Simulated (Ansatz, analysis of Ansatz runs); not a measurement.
## Local vibrational mode of the Al-H pair in Si (PBE)

Aim: the local vibrational mode of the Al-H pair in Si, to be set beside the measurement. Set-up: PBE, 64-site cell, PBE lattice, 420 eV, k: 2x2x2 shifted 0.5 0.5 0.5. The model is a cell of 64 host atoms with Al put on another atom's site and H put in between. The frequencies come from force constants among the defect atom and its neighbours, with the masses of the isotopes named. This set-up takes another sampling or smearing than the usual one for this cell.

**The experiment.** Si-H stretch, 1H: 2201 cm⁻¹, by IR absorption (quoted in “Local vibrational modes of impurities in silicon”, 2008, M.D. McCluskey, quoting earlier work (1987)).

Main program and level: Ansatz 0.2.0; plane-wave PAW DFT, PBE; relaxation of all atoms of a defect supercell.

### 1. The starting structure

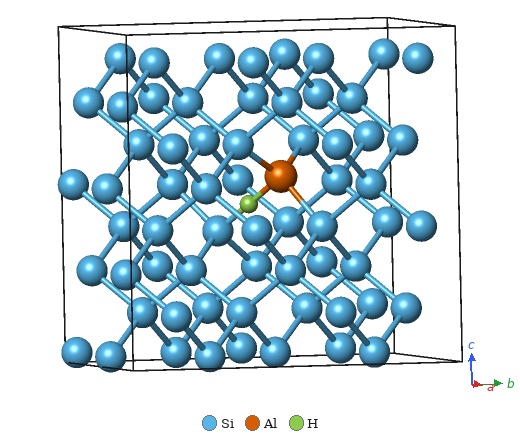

Start, viewed slightly off an axis; silicon blue, aluminium orange, hydrogen green. Bonds to atoms that aren't drawn are left out.

The cell holds 65 atoms: 63 Si, 1 Al and 1 H. Its edges and angles: a = 10.940 Å, b = 10.940 Å, c = 10.940 Å, α = 90.0°, β = 90.0°, γ = 90.0°. It derives from Si (space group Fd-3m). Nearest the centre at fractional (0.346, 0.346, 0.346): H65 at 0.55 Å, Al8 at 1.00 Å, Si4 at 2.06 Å, Si27 at 2.61 Å, Si49 at 2.61 Å, Si42 at 2.61 Å, Si7 at 3.43 Å, Si6 at 3.43 Å.

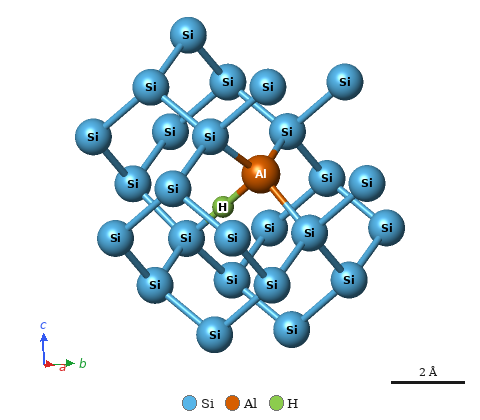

The atoms within 5 Å of the centre.

The host's primitive cell comes from a first run (plane-wave PAW DFT, PBE; relaxation of the host's cell and atoms): vectors of 3.868, 3.868 and 3.868 Å. That is 20.46 Å³ an atom, 2.2 % over the diffraction cell's volume. The supercell is built on it.

### 2. Relaxation, charge 0

Every later number rests on the structure around the defect, so the atoms are relaxed at the host's lattice first.

Contents of relax/input.yaml:

```yaml
relax:
  f_tol: 0.01
  max_steps: 80
  random_displacement: { amplitude: 0.02, seed: 913 }
crystal:
  lattice:
    - [10.93956649, 0.0, 0.0]
    - [0.0, 10.93956649, 0.0]
    - [0.0, 0.0, 10.93956649]
  atoms:
    - { symbol: Si, position: [0.0, 0.0, 0.25] }
    - { symbol: Si, position: [0.0, 0.25, 0.0] }
    - { symbol: Si, position: [0.25, 0.0, 0.0] }
    - { symbol: Si, position: [0.236809349, 0.236809349, 0.236809349] }
    - { symbol: Si, position: [0.125, 0.125, 0.375] }
    - { symbol: Si, position: [0.125, 0.375, 0.125] }
    - { symbol: Si, position: [0.375, 0.125, 0.125] }
    - { symbol: Al, position: [0.398748656, 0.398748656, 0.398748656] }
    - { symbol: Si, position: [0.0, 0.0, 0.75] }
    - { symbol: Si, position: [0.0, 0.25, 0.5] }
    - { symbol: Si, position: [0.25, 0.0, 0.5] }
    - { symbol: Si, position: [0.25, 0.25, 0.75] }
    - { symbol: Si, position: [0.125, 0.125, 0.875] }
    - { symbol: Si, position: [0.125, 0.375, 0.625] }
    - { symbol: Si, position: [0.375, 0.125, 0.625] }
    - { symbol: Si, position: [0.375, 0.375, 0.875] }
    - { symbol: Si, position: [0.0, 0.5, 0.25] }
    - { symbol: Si, position: [0.0, 0.75, 0.0] }
    - { symbol: Si, position: [0.25, 0.5, 0.0] }
    - { symbol: Si, position: [0.25, 0.75, 0.25] }
    - { symbol: Si, position: [0.125, 0.625, 0.375] }
    - { symbol: Si, position: [0.125, 0.875, 0.125] }
    - { symbol: Si, position: [0.375, 0.625, 0.125] }
    - { symbol: Si, position: [0.375, 0.875, 0.375] }
    - { symbol: Si, position: [0.0, 0.5, 0.75] }
    - { symbol: Si, position: [0.0, 0.75, 0.5] }
    - { symbol: Si, position: [0.25, 0.5, 0.5] }
    - { symbol: Si, position: [0.25, 0.75, 0.75] }
    - { symbol: Si, position: [0.125, 0.625, 0.875] }
    - { symbol: Si, position: [0.125, 0.875, 0.625] }
    - { symbol: Si, position: [0.375, 0.625, 0.625] }
    - { symbol: Si, position: [0.375, 0.875, 0.875] }
    - { symbol: Si, position: [0.5, 0.0, 0.25] }
    - { symbol: Si, position: [0.5, 0.25, 0.0] }
    - { symbol: Si, position: [0.75, 0.0, 0.0] }
    - { symbol: Si, position: [0.75, 0.25, 0.25] }
    - { symbol: Si, position: [0.625, 0.125, 0.375] }
    - { symbol: Si, position: [0.625, 0.375, 0.125] }
    - { symbol: Si, position: [0.875, 0.125, 0.125] }
    - { symbol: Si, position: [0.875, 0.375, 0.375] }
    - { symbol: Si, position: [0.5, 0.0, 0.75] }
    - { symbol: Si, position: [0.5, 0.25, 0.5] }
    - { symbol: Si, position: [0.75, 0.0, 0.5] }
    - { symbol: Si, position: [0.75, 0.25, 0.75] }
    - { symbol: Si, position: [0.625, 0.125, 0.875] }
    - { symbol: Si, position: [0.625, 0.375, 0.625] }
    - { symbol: Si, position: [0.875, 0.125, 0.625] }
    - { symbol: Si, position: [0.875, 0.375, 0.875] }
    - { symbol: Si, position: [0.5, 0.5, 0.25] }
    - { symbol: Si, position: [0.5, 0.75, 0.0] }
    - { symbol: Si, position: [0.75, 0.5, 0.0] }
    - { symbol: Si, position: [0.75, 0.75, 0.25] }
    - { symbol: Si, position: [0.625, 0.625, 0.375] }
    - { symbol: Si, position: [0.625, 0.875, 0.125] }
    - { symbol: Si, position: [0.875, 0.625, 0.125] }
    - { symbol: Si, position: [0.875, 0.875, 0.375] }
    - { symbol: Si, position: [0.5, 0.5, 0.75] }
    - { symbol: Si, position: [0.5, 0.75, 0.5] }
    - { symbol: Si, position: [0.75, 0.5, 0.5] }
    - { symbol: Si, position: [0.75, 0.75, 0.75] }
    - { symbol: Si, position: [0.625, 0.625, 0.875] }
    - { symbol: Si, position: [0.625, 0.875, 0.625] }
    - { symbol: Si, position: [0.875, 0.625, 0.625] }
    - { symbol: Si, position: [0.875, 0.875, 0.875] }
    - { symbol: H, position: [0.316442, 0.316442, 0.316442] }
basis:
  ecutwfc: 420
  xc_grid: 2
hamiltonian:
  xc: pbe
kpoints:
  mp_grid: { grid: [2, 2, 2], shift: [0.5, 0.5, 0.5] }
scf:
  occupations: { method: fermi_dirac, width: 0.01 }
  max_iter: 120
output:
  forces: true
checkpoint:
  write: "../relax.run"
  compress: false
  write_wavefunctions: true
  write_every: 100000
```

Command:

```
$ ansatz run input.yaml --threads 4 --pin off --max-ram 7536MiB --backend cpu --events-out ev --progress --plain --runs-dir out
```

Numbers of over 12 decimals in the logs are rounded to 6 here.

Log:

```text
[... repeated set-up lines and file paths are left out, and long positions are rounded to six places ...]
Engine: ansatz 0.2.0, aarch64-unknown-linux-gnu
Pseudopotentials: kind: paw
Pseudopotential: Si, paw, valence charge 4, recommended cutoff 420 eV (normal), Si.paw.azcp
Pseudopotential: Al, paw, valence charge 3, recommended cutoff 420 eV (normal), Al.paw.azcp
Pseudopotential: H, paw, valence charge 1, recommended cutoff 420 eV (normal), H.paw.azcp
Functional definition: PBE
  parameter kappa = 0.804
  parameter beta = 0.066725
  exchange = pbe_x(kappa = kappa, mu = beta*pi^2/3)
  correlation = pbe_c(beta = beta)
Crystal: 65 atoms, lattice volume = 1309.183 Å³
Basis set: ecut = 420 eV, 25677 PW (Γ), exchange–correlation on 150×150×150 points (8 copies of the dense FFT grid, shifted against one another)
Bands: 193, of which v1, the nominal top of the filled ones, is band 128 counted from 1 (127 counted from 0)
Symmetry: 1 space group operations
k-points: 4 of 8 (time reversal used)
Non-local potential: Si, projectors of the file, l = 0: 2, l = 1: 2, l = 2: 2
Non-local potential: Al, projectors of the file, l = 0: 2, l = 1: 2, l = 2: 1
Non-local potential: H, projectors of the file, l = 0: 2, l = 1: 1
PAW form: soft (Blöchl's): semilocal exchange-correlation on the pseudo side does not see the compensation charge
PAW one-centre angular grid: Si, 110 points (default); XC on 64 Gauss nodes
PAW one-centre angular grid: Al, 110 points (default); XC on 64 Gauss nodes
PAW one-centre angular grid: H, 110 points (default); XC on 64 Gauss nodes
Initial density: superposition of atomic densities (neutral atoms: chi_scale 0, normalization atom), corrected by the library's trained network
Initial wavefunctions: pseudopotential atomic-orbital guess
Functional: x = pbe(κ = 0.804, μ = 0.219515), c = pbe(β = 0.066725)
SCF iter   1: F=—  HF=-40607.387756 eV  |F-HF|=—  |Δ(HF+E_count)|=         —  Δρ=1.40e-3  dr2=5.13e-2  ethr=1.77e-3  ⟨swp⟩=6.0  Hψ=3552  notcnv=0  defer=180
preconditioner: auto → Resta (q_TF=auto, 2.079 Å⁻¹)  ε∞=5.4  [insulator: Δε(μ)=1.114 eV  Ē_g=7.810 eV  σ=0.010 eV  W_gap=1.00  n_scr=202 (ndim 8)  ℏωp=16.4 eV  f_vac=0.000  D(μ)=0.00/eV (n_scr^D=0)  ε∞_Penn≈5.4]
SCF iter   2: F=—  HF=-40607.389650 eV  |F-HF|=—  |Δ(HF+E_count)|=   1.89e-3  Δρ=7.30e-4  dr2=7.56e-3  ethr=2.01e-5  ⟨swp⟩=3.8  Hψ=1311  notcnv=0  defer=235
SCF iter   3: F=—  HF=-40607.390746 eV  |F-HF|=—  |Δ(HF+E_count)|=   1.10e-3  Δρ=2.15e-4  dr2=6.59e-4  ethr=2.95e-6  ⟨swp⟩=2.0  Hψ=834  notcnv=0  defer=235
SCF iter   4: F=—  HF=-40607.390181 eV  |F-HF|=—  |Δ(HF+E_count)|=   5.66e-4  Δρ=3.07e-5  dr2=2.12e-5  ethr=2.58e-7  ⟨swp⟩=2.2  Hψ=919  notcnv=0  defer=235
SCF iter   5: F=—  HF=-40607.390195 eV  |F-HF|=—  |Δ(HF+E_count)|=   1.44e-5  Δρ=1.04e-5  dr2=2.64e-6  ethr=8.26e-9  ⟨swp⟩=2.0  Hψ=1045  notcnv=0  defer=235
SCF iter   6: F=-40607.390197 eV  HF=-40607.390197 eV  |F-HF|=6.59e-8  |Δ(HF+E_count)|=   1.76e-6  Δρ=2.34e-6  dr2=1.55e-7  ethr=9.77e-10  ⟨swp⟩=4.0  Hψ=1912  notcnv=0
SCF 1 converged in 6 iterations: F = -40607.390197 eV  dr2 = 1.55e-7
  greatest PAW one-centre occupation: 0.647 electrons in one spin orbital (limit 2), on the Si atom at site 3 (counted from 0), in its partial waves of l = 0
relax step   1: F+E_penalty+E_count = -40607.39019676 eV  Δ(F+E_penalty+E_count) = +0.000e0 eV  max|allowed force component| = 1.710e0 eV/Å  Δτ_max = 0.0000 Å  (6 SCF iters, dr2 threshold 2.50e-6 eV, accepted)
[... the SCF cycles and remarks between the steps are left out from here to the last step ...]
relax step   2: F+E_penalty+E_count = -40608.05447254 eV  Δ(F+E_penalty+E_count) = -6.643e-1 eV  max|allowed force component| = 3.134e-1 eV/Å  Δτ_max = 0.1167 Å  (5 SCF iters, dr2 threshold 1.00e-4 eV, accepted)
relax step   3: F+E_penalty+E_count = -40608.09595147 eV  Δ(F+E_penalty+E_count) = -4.148e-2 eV  max|allowed force component| = 7.725e-2 eV/Å  Δτ_max = 0.0316 Å  (5 SCF iters, dr2 threshold 6.14e-6 eV, accepted)
relax step   4: F+E_penalty+E_count = -40608.09754778 eV  Δ(F+E_penalty+E_count) = -1.596e-3 eV  max|allowed force component| = 2.646e-2 eV/Å  Δτ_max = 0.0141 Å  (4 SCF iters, dr2 threshold 3.73e-7 eV, accepted)
relax step   5: F+E_penalty+E_count = -40608.09782219 eV  Δ(F+E_penalty+E_count) = -2.744e-4 eV  max|allowed force component| = 7.195e-3 eV/Å  Δτ_max = 0.0099 Å  (4 SCF iters, accepted)
relax step   6: F+E_penalty+E_count = -40608.09785116 eV  Δ(F+E_penalty+E_count) = -2.897e-5 eV  max|allowed force component| = 7.652e-3 eV/Å  Δτ_max = 0.0021 Å  (3 SCF iters, accepted)
relax step   7: F+E_penalty+E_count = -40608.09788495 eV  Δ(F+E_penalty+E_count) = -3.378e-5 eV  max|allowed force component| = 8.502e-3 eV/Å  Δτ_max = 0.0055 Å  (3 SCF iters, accepted)
relax step   8: F+E_penalty+E_count = -40608.09882750 eV  Δ(F+E_penalty+E_count) = -9.426e-4 eV  max|allowed force component| = 4.625e-2 eV/Å  Δτ_max = 0.1590 Å  (6 SCF iters, accepted)
relax step   9: F+E_penalty+E_count = -40608.09901968 eV  Δ(F+E_penalty+E_count) = -1.922e-4 eV  max|allowed force component| = 1.125e-1 eV/Å  Δτ_max = 0.1180 Å  (5 SCF iters, dr2 threshold 2.14e-6 eV, accepted)
relax step  10: F+E_penalty+E_count = -40608.08184591 eV  Δ(F+E_penalty+E_count) = +1.717e-2 eV  max|allowed force component| = 2.465e-1 eV/Å  Δτ_max = 0.2000 Å  (5 SCF iters, dr2 threshold 1.27e-5 eV, rejected (line search))
relax step  11: F+E_penalty+E_count = -40608.11120313 eV  Δ(F+E_penalty+E_count) = -1.218e-2 eV  max|allowed force component| = 3.511e-2 eV/Å  Δτ_max = 0.0976 Å  (6 SCF iters, accepted)
relax step  12: F+E_penalty+E_count = -40608.11458369 eV  Δ(F+E_penalty+E_count) = -3.381e-3 eV  max|allowed force component| = 3.254e-2 eV/Å  Δτ_max = 0.0994 Å  (6 SCF iters, dr2 threshold 1.20e-7 eV, accepted)
relax step  13: F+E_penalty+E_count = -40608.11601903 eV  Δ(F+E_penalty+E_count) = -1.435e-3 eV  max|allowed force component| = 3.738e-2 eV/Å  Δτ_max = 0.0943 Å  (6 SCF iters, dr2 threshold 1.03e-7 eV, accepted)
relax step  14: F+E_penalty+E_count = -40608.11853527 eV  Δ(F+E_penalty+E_count) = -2.516e-3 eV  max|allowed force component| = 4.017e-2 eV/Å  Δτ_max = 0.1392 Å  (5 SCF iters, dr2 threshold 1.20e-6 eV, accepted)
relax step  15: F+E_penalty+E_count = -40608.11991478 eV  Δ(F+E_penalty+E_count) = -1.380e-3 eV  max|allowed force component| = 3.185e-2 eV/Å  Δτ_max = 0.0478 Å  (4 SCF iters, dr2 threshold 1.61e-6 eV, accepted)
relax step  16: F+E_penalty+E_count = -40608.12008781 eV  Δ(F+E_penalty+E_count) = -1.730e-4 eV  max|allowed force component| = 1.315e-2 eV/Å  Δτ_max = 0.0164 Å  (4 SCF iters, dr2 threshold 6.38e-7 eV, accepted)
SCF iter   1: F=—  HF=-40608.120900 eV  |F-HF|=—  |Δ(HF+E_count)|=         —  Δρ=1.90e-4  dr2=2.79e-4  ethr=1.07e-6  ⟨swp⟩=4.8  Hψ=2055  notcnv=0  defer=234
SCF iter   2: F=—  HF=-40608.120870 eV  |F-HF|=—  |Δ(HF+E_count)|=   3.02e-5  Δρ=1.04e-4  dr2=8.42e-5  ethr=1.09e-7  ⟨swp⟩=1.2  Hψ=889  notcnv=0  defer=234
SCF iter   3: F=—  HF=-40608.120147 eV  |F-HF|=—  |Δ(HF+E_count)|=   7.24e-4  Δρ=5.56e-6  dr2=4.59e-7  ethr=3.29e-8  ⟨swp⟩=2.0  Hψ=950  notcnv=0  defer=234
SCF iter   4: F=-40608.120147 eV  HF=-40608.120147 eV  |F-HF|=7.14e-9  |Δ(HF+E_count)|=   1.54e-7  Δρ=1.82e-6  dr2=6.82e-8  ethr=3.91e-11  ⟨swp⟩=5.0  Hψ=2402  notcnv=0
SCF 17 converged in 4 iterations: F = -40608.120147 eV  dr2 = 6.82e-8
relax step  17: F+E_penalty+E_count = -40608.12014667 eV  Δ(F+E_penalty+E_count) = -5.886e-5 eV  max|allowed force component| = 4.691e-3 eV/Å  Δτ_max = 0.0132 Å  (4 SCF iters, accepted)
NSCF: frozen V_eff on 4 k-points
the band table was solved once a step of the walk had ended and its energy, with any forces and stress, was formed, with the checks that follow a solve (3995 applications of the Hamiltonian). They found nothing against the state; [...]
SCF converged after 4 iterations
Free energy (F): -40608.120147 eV
Harris-Foulkes:  -40608.120147 eV  (|F-HF|=7.14e-9)
Internal energy: -40608.120147 eV  (E = F + TS)
E sigma→0 (E₀):  -40608.120147 eV
Fermi energy:    6.340054 eV
--- Per-component energies (eV) ---
  E_band       = 256.006997
  E_kinetic    = 2568.585861
  E_local      = -1807.175666  (includes V_loc(G=0)·N_el)
  E_nonlocal   = 1645.779085
  E_hartree    = 493.826138
  E_xc         = -3520.296225
  E_vxc        = -2978.386156  (∫ρ·V_xc dr)
  E_paw        = -32773.297121  (= ΣΔE_a)
  E_vpaw       = -160.447619  (= ΣTr[D̂ρ^β])
  E_aug_tail   = -0.000915  (compensation charges beyond the density's cutoff)
  E_ewald      = -7215.541303
  E_smearing   = -0.000000  (= −TS)
  E_closure    = 0.000000  (closes the sum)
  Σ components = -40608.120147   (vs F -40608.120147, Δ=0.00e0)
--- Forces (eV/Å), atoms counted from 1 ---
  atom   1  Si    -0.00064294    -0.00049415    -0.00048699
  atom   2  Si    -0.00009974     0.00000133    -0.00052482
  [... 1 atom left out ...]
  atom   4  Si     0.00202005     0.00250326     0.00040323
  atom   5  Si     0.00028125     0.00065388     0.00082795
  atom   6  Si    -0.00126952    -0.00057911    -0.00100403
  atom   7  Si     0.00060884     0.00024060     0.00071084
  atom   8  Al     0.00186836     0.00120866     0.00350323
  [... 14 atoms left out ...]
  atom  23  Si     0.00092154    -0.00020794    -0.00007668
  [... 3 atoms left out ...]
  atom  27  Si     0.00036690    -0.00033316    -0.00009540
  [... 14 atoms left out ...]
  atom  42  Si    -0.00034044    -0.00012419    -0.00106894
  [... 6 atoms left out ...]
  atom  49  Si    -0.00072535    -0.00031740     0.00067647
  [... 15 atoms left out ...]
  atom  65  H     -0.00361611    -0.00469069    -0.00444480
  max |Σ_I F_I| component: 5.57e-5 eV/Å
--- Band table (eV) ---
  k-point 0: bands = ["-5.6342", "-5.1141", "-5.1119", "-5.0939", [... 185 left out ...] "10.1052", "10.1378", "10.1898", "10.2549"]
  k-point 1: bands = ["-5.6329", "-5.1586", "-5.1119", "-5.0466", [... 185 left out ...] "10.0856", "10.1295", "10.2023", "10.2598"]
  [... further k-points left out ...]
--- Relaxed structure (17 steps of the walk, 16 accepted, 0 SCFs on fresh bases) ---
  F+E_penalty+E_count = -40608.12014667 eV   max|allowed force component| = 4.691e-3 eV/Å
  atoms:
    - { symbol: Si, position: [0.002149, 0.002014, 0.251150] }
    - { symbol: Si, position: [-0.003673, 0.249049, -0.002912] }
    [... 1 atom left out ...]
    - { symbol: Si, position: [0.235223, 0.235076, 0.231369] }
    - { symbol: Si, position: [0.125552, 0.125410, 0.380264] }
    - { symbol: Si, position: [0.118593, 0.375959, 0.119286] }
    - { symbol: Si, position: [0.376085, 0.118438, 0.119262] }
    - { symbol: Al, position: [0.393686, 0.393562, 0.398139] }
    [... 14 atoms left out ...]
    - { symbol: Si, position: [0.376001, 0.625606, 0.125666] }
    [... 3 atoms left out ...]
    - { symbol: Si, position: [0.241059, 0.505609, 0.506616] }
    [... 14 atoms left out ...]
    - { symbol: Si, position: [0.505735, 0.240947, 0.506636] }
    [... 6 atoms left out ...]
    - { symbol: Si, position: [0.507810, 0.507676, 0.247823] }
    [... 15 atoms left out ...]
    - { symbol: H, position: [0.330731, 0.330740, 0.268860] }
```

It took 8.4 min on 4 threads of Arm Neoverse V1, shared host; peak memory 4.6 GiB; 33 min of CPU time.

(Part 1 of 2 ends here.)

[Logs are printed without paths, hosts, clocks, repeated set-up lines and the standing remarks that a program may print on its own settings, such as how far it seeks lower states.]

[Hosts, paths, dates, database ids (printed as entryN), source tags and the programs' standing remarks are cut or masked in the printed files.]

[For some hosts the program warned that the k-mesh of the response run may be too coarse for force constants and the static dielectric constant; such warnings are not shown here.]
